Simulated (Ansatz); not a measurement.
# YCrB4 (Pbam): the LDA gap against the k mesh of the density

Aim: see how gap, energy and time of YCrB4 (Pbam) follow the k mesh of the density.

Method: DFT, LDA, plane waves, PAW, in Ansatz 0.2.0.

## 1. The structure

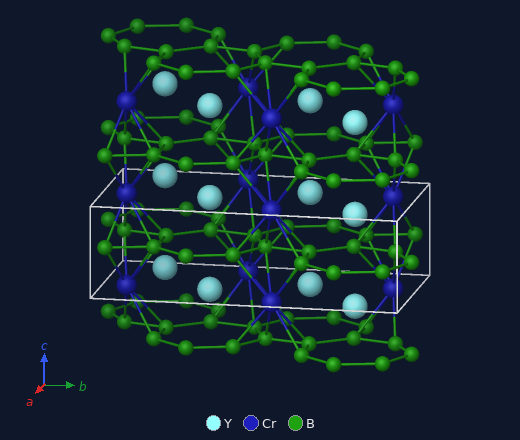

Start, viewed slightly off an axis; yttrium light teal, chromium blue, boron green. 1×1×2 cells are drawn. Some periodic images of atoms are drawn too.

Geometry: measured cell, ions relaxed with LDA. The runs that relaxed it are not among those shown. The default PAW set here is soft_2. Its files were made with PBE.

## 2. k mesh of the density: 2×1×2

Input file input.yaml:

```yaml
crystal:
  lattice:
    - [5.972, 0.0, 0.0]
    - [0.0, 11.46, 0.0]
    - [0.0, 0.0, 3.461]
  atoms:
    - { symbol: "Y", position: [0.1241200582, 0.1503666462, 0.0] }
    - { symbol: "Y", position: [0.8758799418, 0.8496333538, 0.0] }
    - { symbol: "Y", position: [0.6241200582, 0.3496333538, 0.0] }
    - { symbol: "Y", position: [0.3758799418, 0.6503666462, 0.0] }
    - { symbol: Cr, position: [0.1201299701, 0.4217788391, 0.0] }
    - { symbol: Cr, position: [0.8798700299, 0.5782211609, 0.0] }
    - { symbol: Cr, position: [0.6201299701, 0.0782211609, 0.0] }
    - { symbol: Cr, position: [0.3798700299, 0.9217788391, 0.0] }
    - { symbol: B, position: [0.2788787008, 0.3166664432, 0.5] }
    - { symbol: B, position: [0.7211212992, 0.6833335568, 0.5] }
    - { symbol: B, position: [0.7788787008, 0.1833335568, 0.5] }
    - { symbol: B, position: [0.2211212992, 0.8166664432, 0.5] }
    - { symbol: B, position: [0.4755978654, 0.19122572, 0.5] }
    - { symbol: B, position: [0.5244021346, 0.80877428, 0.5] }
    - { symbol: B, position: [0.9755978654, 0.30877428, 0.5] }
    - { symbol: B, position: [0.0244021346, 0.69122572, 0.5] }
    - { symbol: B, position: [0.3876900757, 0.0465439879, 0.5] }
    - { symbol: B, position: [0.6123099243, 0.9534560121, 0.5] }
    - { symbol: B, position: [0.8876900757, 0.4534560121, 0.5] }
    - { symbol: B, position: [0.1123099243, 0.5465439879, 0.5] }
    - { symbol: B, position: [0.3611603249, 0.4674623973, 0.5] }
    - { symbol: B, position: [0.6388396751, 0.5325376027, 0.5] }
    - { symbol: B, position: [0.8611603249, 0.0325376027, 0.5] }
    - { symbol: B, position: [0.1388396751, 0.9674623973, 0.5] }
kpoints:
  mp_grid: { grid: [2, 1, 2] }
  band_path:
    path:
      - [0.0, 0.0, 0.0]
      - [0.5, 0.0, 0.0]
      - [0.5, 0.5, 0.0]
      - [0.0, 0.5, 0.0]
      - [0.0, 0.0, 0.5]
      - [0.5, 0.0, 0.5]
      - [0.5, 0.5, 0.5]
      - [0.0, 0.5, 0.5]
      - [0.25, 0.0, 0.0]
      - [0.0, 0.0, 0.3333333333]
    npoints: 1
hamiltonian:
  xc: lda
scf:
  occupations: { method: fixed }
  n_extra_bands: 12
output:
  eigenvalues: true
```

The run is started by

```
$ ansatz run input.yaml --threads 24 --pin off --max-ram 82944MiB --backend cuda --events-out ev --progress --plain --runs-dir out --devices 1 --max-vram 78GiB
```

Numbers of over 12 decimals in the logs are rounded to 6 here.

The program printed:

```text
scf.n_extra_bands = 12 over 74 filled bands (N_el = 148.0): the run solves 86 bands
GPUs: using 1 of 1 available (devices: 1).
Engine: ansatz 0.2.0, aarch64-unknown-linux-gnu
Pseudopotentials: kind: paw
Pseudopotential: Y, paw, valence charge 11, recommended cutoff 420 eV (normal), Y.paw.azcp
Pseudopotential: Cr, paw, valence charge 14, recommended cutoff 420 eV (normal), Cr.paw.azcp
Pseudopotential: B, paw, valence charge 3, recommended cutoff 420 eV (normal), B.paw.azcp
Functional definition: SPW92
  exchange = slater_x
  correlation = pw_c
device memory: the entry about to start is reckoned to put 7.4 GiB on a device that reports 182.5 GiB free (of which the cap on the GPU budget leaves the run 78.0 GiB)
GPU FFT provider: cuFFT
GPU libraries: cuBLAS 13.8.1, cuFFT 12.4.0, cuSOLVER 12.3.2
GPU matrix products: emulated (plane waves: as basis.precision tells), large ones in fixed point in workspaces of 1.00 GiB
Crystal: 24 atoms, lattice volume = 236.868 Å³
Basis set: ecut = 420 eV, 4603 PW (Γ)
Bands: 86, of which v1, the nominal top of the filled ones, is band 74 counted from 1 (73 counted from 0)
Symmetry: 8 space group operations
Space group: Pbam (ITA 55), of the structure as read, at distance tolerance 6.2e-5 Å
k-points: 4
Non-local potential: Y, projectors of the file, l = 0: 3, l = 1: 2, l = 2: 2, l = 3: 1
Non-local potential: Cr, projectors of the file, l = 0: 3, l = 1: 2, l = 2: 3, l = 3: 1
Non-local potential: B, projectors of the file, l = 0: 2, l = 1: 2, l = 2: 1
PAW form: soft (Blöchl's): semilocal exchange-correlation on the pseudo side does not see the compensation charge
PAW frozen core: Y, regenerated for the run's functional, and the local potential with it (the file was generated under x = pbe(κ = 0.804, μ = 0.219515), c = pbe(β = 0.066725))
PAW frozen core: Cr, regenerated for the run's functional, and the local potential with it (the file was generated under x = pbe(κ = 0.804, μ = 0.219515), c = pbe(β = 0.066725))
PAW frozen core: B, regenerated for the run's functional, and the local potential with it (the file was generated under x = pbe(κ = 0.804, μ = 0.219515), c = pbe(β = 0.066725))
PAW one-centre angular grid: Y, 590 points (default); XC on 64 Gauss nodes
PAW one-centre angular grid: Cr, 590 points (default); XC on 64 Gauss nodes
PAW one-centre angular grid: B, 110 points (default); XC on 64 Gauss nodes
Initial density: superposition of atomic densities (neutral atoms: chi_scale 0, normalization atom), corrected by the library's trained network
Initial wavefunctions: pseudopotential atomic-orbital guess
GPU buffer pool allocated for 76800 grid points (all kernels)
GPU transforms: local potential and band sums: pruned to the plane-wave sphere, on 40×80×24
Functional: x = slater, c = lda
SCF iter   1: F=—  HF=-30687.353827 eV  |F-HF|=—  |Δ(HF+E_count)|=         —  Δρ=1.01e-2  dr2=2.34e-1  ethr=1.77e-3  ⟨swp⟩=3.0  Hψ=1165  notcnv=0  defer=26
preconditioner: auto → Resta (q_TF=auto, 2.523 Å⁻¹)  ε∞=7.7  [insulator: Δε(μ)=0.391 eV  Ē_g=9.653 eV  n_scr=70 (ndim 8)  ℏωp=25.1 eV  f_vac=0.000  ε∞_Penn≈7.7]
SCF iter   2: F=—  HF=-30687.307103 eV  |F-HF|=—  |Δ(HF+E_count)|=   4.67e-2  Δρ=7.20e-3  dr2=1.08e-1  ethr=1.58e-4  ⟨swp⟩=2.0  Hψ=435  notcnv=0  defer=40
SCF iter   3: F=—  HF=-30687.309662 eV  |F-HF|=—  |Δ(HF+E_count)|=   2.56e-3  Δρ=8.58e-3  dr2=2.46e-1  ethr=7.30e-5  ⟨swp⟩=2.8  Hψ=620  notcnv=0  defer=39  recentre
SCF iter   4: F=—  HF=-30687.285560 eV  |F-HF|=—  |Δ(HF+E_count)|=   2.41e-2  Δρ=2.30e-3  dr2=1.20e-2  ethr=7.30e-5  ⟨swp⟩=2.2  Hψ=459  notcnv=0  defer=39
SCF iter   5: F=—  HF=-30687.282139 eV  |F-HF|=—  |Δ(HF+E_count)|=   3.42e-3  Δρ=2.61e-4  dr2=1.25e-4  ethr=8.13e-6  ⟨swp⟩=2.0  Hψ=482  notcnv=0  defer=40
SCF iter   6: F=—  HF=-30687.281385 eV  |F-HF|=—  |Δ(HF+E_count)|=   7.55e-4  Δρ=7.42e-5  dr2=9.26e-6  ethr=8.47e-8  ⟨swp⟩=2.0  Hψ=533  notcnv=0  defer=26
SCF iter   7: F=—  HF=-30687.282403 eV  |F-HF|=—  |Δ(HF+E_count)|=   1.02e-3  Δρ=2.64e-5  dr2=2.08e-6  ethr=6.26e-9  ⟨swp⟩=2.8  Hψ=593  notcnv=0  defer=21
SCF iter   8: F=-30687.282403 eV  HF=-30687.282403 eV  |F-HF|=7.55e-8  |Δ(HF+E_count)|=   1.96e-7  Δρ=5.52e-6  dr2=8.92e-8  ethr=6.76e-11  ⟨swp⟩=8.2  Hψ=1117  notcnv=0
SCF 1 converged in 8 iterations: F = -30687.282403 eV  dr2 = 8.92e-8
[...]
device memory: the entry about to start is reckoned to put 10.9 GiB on a device that reports 182.5 GiB free (of which the cap on the GPU budget leaves the run 78.0 GiB)
NSCF: frozen V_eff on 10 k-points
SCF converged after 8 iterations
Free energy (F): -30687.282403 eV
Harris-Foulkes:  -30687.282403 eV  (|F-HF|=7.55e-8)
Internal energy: -30687.282403 eV  (E = F + TS)
E sigma→0 (E₀):  -30687.282403 eV
Fermi energy:    13.348393 eV
--- Per-component energies (eV) ---
  E_band       = -820.902572
  E_kinetic    = 3397.760535
  E_local      = -9476.643093  (includes V_loc(G=0)·N_el)
  E_nonlocal   = 732.733375
  E_hartree    = 3947.723601
  E_xc         = -1769.959525
  E_vxc        = -2136.604655  (∫ρ·V_xc dr)
  E_paw        = -16620.326974  (= ΣΔE_a)
  E_vpaw       = -1233.627716  (= ΣTr[D̂ρ^β])
  E_aug_tail   = 0.001370  (compensation charges beyond the density's cutoff)
  E_ewald      = -10902.083883
  E_core_change = 3.512191  (= ΣΔE_core)
  E_smearing   = -0.000000  (= −TS)
  E_closure    = -0.000000  (closes the sum)
  Σ components = -30687.282403   (vs F -30687.282403, Δ=0.00e0)
--- Band table (eV) ---
  k-point 0: bands = [... 70 lower, 12.3878, 12.9766, 13.1720, 13.1859, 14.3425, 14.3565, 14.6470, 14.7176, ... 8 higher]
  k-point 1: bands = [... 70 lower, 12.6733, 12.9030, 12.9639, 12.9808, 13.6870, 13.6949, 13.7194, 13.8213, ... 8 higher]
  k-point 2: bands = [... 70 lower, 12.8794, 12.8794, 13.3484, 13.3484, 13.7610, 13.7610, 14.3282, 14.3282, ... 8 higher]
  k-point 3: bands = [... 70 lower, 12.2183, 12.2183, 12.9759, 12.9759, 13.7222, 13.7222, 14.5757, 14.5757, ... 8 higher]
```

The job ended after 1.4 s (1 × NVIDIA GB200 (shared by 2 runs) with 24 threads of Arm Neoverse V2, shared host; peak memory 1.1 GiB).

In the SCF lines HF is the Harris–Foulkes energy and dr2 the Hartree energy of the density residual, in eV; the loop may stop once dr2 is under the threshold and the program's other checks hold. Hψ counts applications of the Hamiltonian.

Numbers from this step:

```yaml
gap: 0.1741 eV
valence_top_at: k = (0.250, 0.000, 0.000)
conduction_bottom_at: k = (0.000, 0.000, 0.333)
least_direct_gap: 0.2583 eV
```

The gap is indirect, with the least direct gap 0.08 eV higher.

## 3. k mesh of the density: 2×2×4

Edit input.yaml of step 2 so:

```diff
@@ -31,3 +31,3 @@
 kpoints:
-  mp_grid: { grid: [2, 1, 2] }
+  mp_grid: { grid: [2, 2, 4] }
   band_path:
```

The program printed:

```text
[...]
GPUs: using 1 of 1 available (devices: 1).
[...]
GPU FFT provider: cuFFT
GPU libraries: cuBLAS 13.8.1, cuFFT 12.4.0, cuSOLVER 12.3.2
[...]
Crystal: 24 atoms, lattice volume = 236.868 Å³
Basis set: ecut = 420 eV, 4603 PW (Γ)
Bands: 86, of which v1, the nominal top of the filled ones, is band 74 counted from 1 (73 counted from 0)
[... 1 set-up line as in the run before ...]
[...]
--- Band table (eV; the first three rows and the last of 12) ---
  k-point 0: bands = [... 70 lower, 12.4055, 12.9703, 13.1771, 13.1951, 14.3467, 14.3716, 14.6564, 14.7348, ... 8 higher]
  k-point 1: bands = [... 70 lower, 12.4069, 13.0011, 13.0730, 13.1665, 13.6652, 14.1549, 14.2902, 14.5122, ... 8 higher]
  k-point 2: bands = [... 70 lower, 12.6670, 12.9140, 12.9808, 13.0099, 13.6866, 13.7089, 13.7298, 13.8277, ... 8 higher]
  k-point 11: bands = [... 70 lower, 12.0509, 12.0509, 13.0072, 13.0072, 13.7400, 13.7400, 14.6287, 14.6287, ... 8 higher]
[key lines of the parts left out:]
SCF converged after 8 iterations
Free energy (F): -30687.602030 eV
Fermi energy:    13.374559 eV
```

It took 1.2 s on 1 × NVIDIA GB200 (shared by 2 runs) with 24 threads; peak memory 1.1 GiB; 3.4 s of CPU time.

Numbers from this step:

```yaml
gap: 0.1697 eV
valence_top_at: k = (0.250, 0.000, 0.000)
conduction_bottom_at: k = (0.000, 0.000, 0.333)
least_direct_gap: 0.2426 eV
```

The gap is 0.170 eV, −0.004 eV from the run before at this level.

## 4. k mesh of the density: 4×2×6 (the default)

Edit input.yaml of step 3 so:

```diff
@@ -31,16 +31,10 @@
 kpoints:
-  mp_grid: { grid: [2, 2, 4] }
+  mp_grid: { grid: [4, 2, 6] }
   band_path:
     path:
-      - [0.0, 0.0, 0.0]
-      - [0.5, 0.0, 0.0]
-      - [0.5, 0.5, 0.0]
-      - [0.0, 0.5, 0.0]
-      - [0.0, 0.0, 0.5]
-      - [0.5, 0.0, 0.5]
-      - [0.5, 0.5, 0.5]
-      - [0.0, 0.5, 0.5]
-      - [0.25, 0.0, 0.0]
-      - [0.0, 0.0, 0.3333333333]
-    npoints: 1
+      - [[0.0, 0.0, 0.0], [0.5, 0.0, 0.0], [0.5, 0.5, 0.0], [0.0, 0.5, 0.0], [0.0, 0.0, 0.0], [0.0, 0.0, 0.5], [0.5, 0.0, 0.5], [0.5, 0.5, 0.5], [0.0, 0.5, 0.5], [0.0, 0.0, 0.5]]
+      - [[0.5, 0.0, 0.0], [0.5, 0.0, 0.5]]
+      - [[0.0, 0.5, 0.0], [0.0, 0.5, 0.5]]
+      - [[0.5, 0.5, 0.0], [0.5, 0.5, 0.5]]
+    npoints: 10
 hamiltonian:
@@ -48,3 +42,3 @@
 scf:
-  occupations: { method: fixed }
+  occupations: { method: fermi_dirac, width: 0.02 }
   n_extra_bands: 12
```

The program printed:

```text
[...]
GPUs: using 1 of 1 available (devices: 1).
[...]
GPU FFT provider: cuFFT
GPU libraries: cuBLAS 13.8.1, cuFFT 12.4.0, cuSOLVER 12.3.2
[...]
Crystal: 24 atoms, lattice volume = 236.868 Å³
Basis set: ecut = 420 eV, 4603 PW (Γ)
Bands: 86, of which v1, the nominal top of the filled ones, is band 74 counted from 1 (73 counted from 0)
[... 1 set-up line as in the run before ...]
[...]
--- Band table (eV; the first three rows and the last of 24) ---
  k-point 0: bands = [... 70 lower, 12.4133, 12.9805, 13.1838, 13.2068, 14.3577, 14.3862, 14.6713, 14.7388, ... 8 higher]
  k-point 1: bands = [... 70 lower, 12.5512, 13.0331, 13.1013, 13.1922, 13.8435, 14.2220, 14.3545, 14.4124, ... 8 higher]
  k-point 2: bands = [... 70 lower, 12.4476, 12.9900, 13.0237, 13.1175, 13.6452, 13.9132, 14.1398, 14.2387, ... 8 higher]
  k-point 23: bands = [... 70 lower, 12.0632, 12.0632, 13.0195, 13.0195, 13.7529, 13.7529, 14.6456, 14.6456, ... 8 higher]
[key lines of the parts left out:]
SCF converged after 7 iterations
Free energy (F): -30687.633563 eV
Fermi energy:    13.558329 eV
```

Run time: 2.1 s. Hardware: 1 × NVIDIA GB200 (shared by 2 runs) with 24 threads; peak memory 1.1 GiB; 5.3 s of CPU time.

Numbers from this step:

- gap: 0.1705 eV
- valence top at: k = (0.250, 0.000, 0.000)
- conduction bottom at: k = (0.000, 0.000, 0.333)
- least direct gap: 0.2356 eV

The gap is 0.170 eV, +0.001 eV from the run before at this level.

## 5. k mesh of the density: 6×4×10

Edit input.yaml of step 4 so:

```diff
@@ -31,10 +31,16 @@
 kpoints:
-  mp_grid: { grid: [4, 2, 6] }
+  mp_grid: { grid: [6, 4, 10] }
   band_path:
     path:
-      - [[0.0, 0.0, 0.0], [0.5, 0.0, 0.0], [0.5, 0.5, 0.0], [0.0, 0.5, 0.0], [0.0, 0.0, 0.0], [0.0, 0.0, 0.5], [0.5, 0.0, 0.5], [0.5, 0.5, 0.5], [0.0, 0.5, 0.5], [0.0, 0.0, 0.5]]
-      - [[0.5, 0.0, 0.0], [0.5, 0.0, 0.5]]
-      - [[0.0, 0.5, 0.0], [0.0, 0.5, 0.5]]
-      - [[0.5, 0.5, 0.0], [0.5, 0.5, 0.5]]
-    npoints: 10
+      - [0.0, 0.0, 0.0]
+      - [0.5, 0.0, 0.0]
+      - [0.5, 0.5, 0.0]
+      - [0.0, 0.5, 0.0]
+      - [0.0, 0.0, 0.5]
+      - [0.5, 0.0, 0.5]
+      - [0.5, 0.5, 0.5]
+      - [0.0, 0.5, 0.5]
+      - [0.25, 0.0, 0.0]
+      - [0.0, 0.0, 0.3333333333]
+    npoints: 1
 hamiltonian:
@@ -42,3 +48,3 @@
 scf:
-  occupations: { method: fermi_dirac, width: 0.02 }
+  occupations: { method: fixed }
   n_extra_bands: 12
```

The program printed:

```text
[...]
GPUs: using 1 of 1 available (devices: 1).
[...]
GPU FFT provider: cuFFT
GPU libraries: cuBLAS 13.8.1, cuFFT 12.4.0, cuSOLVER 12.3.2
[...]
Crystal: 24 atoms, lattice volume = 236.868 Å³
Basis set: ecut = 420 eV, 4603 PW (Γ)
Bands: 86, of which v1, the nominal top of the filled ones, is band 74 counted from 1 (73 counted from 0)
[... 1 set-up line as in the run before ...]
[...]
--- Band table (eV; the first three rows and the last of 72) ---
  k-point 0: bands = [... 70 lower, 12.4108, 12.9778, 13.1823, 13.2036, 14.3553, 14.3826, 14.6686, 14.7382, ... 8 higher]
  k-point 1: bands = [... 70 lower, 12.5504, 13.0315, 13.0997, 13.1790, 14.1701, 14.1982, 14.3646, 14.5372, ... 8 higher]
  k-point 2: bands = [... 70 lower, 12.4923, 13.0153, 13.1070, 13.1876, 13.7467, 14.2540, 14.3022, 14.4236, ... 8 higher]
  k-point 71: bands = [... 70 lower, 12.0604, 12.0604, 13.0161, 13.0161, 13.7499, 13.7499, 14.6415, 14.6415, ... 8 higher]
[key lines of the parts left out:]
SCF converged after 9 iterations
Free energy (F): -30687.647491 eV
Fermi energy:    13.400798 eV
```

Run time: 1.8 s. Hardware: 1 × NVIDIA GB200 (shared by 2 runs) with 24 threads; peak memory 1.1 GiB.

Numbers from this step:

```
gap                  : 0.1724 eV
valence top at       : k = (0.250, 0.000, 0.000)
conduction bottom at : k = (0.000, 0.000, 0.333)
least direct gap     : 0.2396 eV
```

The gap is 0.172 eV, +0.002 eV from the run before at this level.

## 6. The series

Differences are against the last row; a negative gap means that bands overlap, and a run with a band path holds that path's time. Times are wall times on 1 × NVIDIA GB200 (shared by 2 runs) with 24 threads of Arm Neoverse V2, shared host, good to a factor of about two.

```
k mesh of the density  gap (eV)  direct gap (eV)  gap error (eV)  energy error (meV/atom)  irreducible k   time
                2×1×2     0.174            0.258          +0.002                    +15.2              4  1.4 s
                2×2×4     0.170            0.243          −0.003                     +1.9             12  1.2 s
                4×2×6     0.170            0.236          −0.002                     +0.6             24  2.1 s
               6×4×10     0.172            0.240          +0.000                     +0.0             72  1.8 s
```

## 7. Summary of results

```
2×1×2  : 0.174 eV
2×2×4  : 0.170 eV
4×2×6  : 0.170 eV
6×4×10 : 0.172 eV
```

The gap holds to 0.02 eV from 2×1×2 on, the cheapest setting tried. At 2×1×2 the gap is off by +0.002 eV and the energy by +15 meV/atom. The gap is read over the mesh and added points near the edges, so meshes differ mainly through the density and, for a hybrid, the exchange operator. The runs have no spin polarisation. For a closed low-spin shell that is the natural state; where a d or f shell is open it is a constraint, and the gap is then not the crystal's own.

[Paths, hosts, dates, memory and timing lines, banners, echoed tables and standing remarks are left out of the program output.]

[Logs are printed without paths, hosts, clocks, repeated set-up lines and the standing remarks that a program may print on its own settings, such as how far it seeks lower states.]

[Runs of the session that timed out or met a known fault of the program may be left out.]

[Cells called generated may have been cut or substituted from an entry of the Crystallography Open Database or the Materials Project.]

[Hosts, paths, dates, database ids (printed as entryN), source tags and the programs' standing remarks are cut or masked in the printed files.]
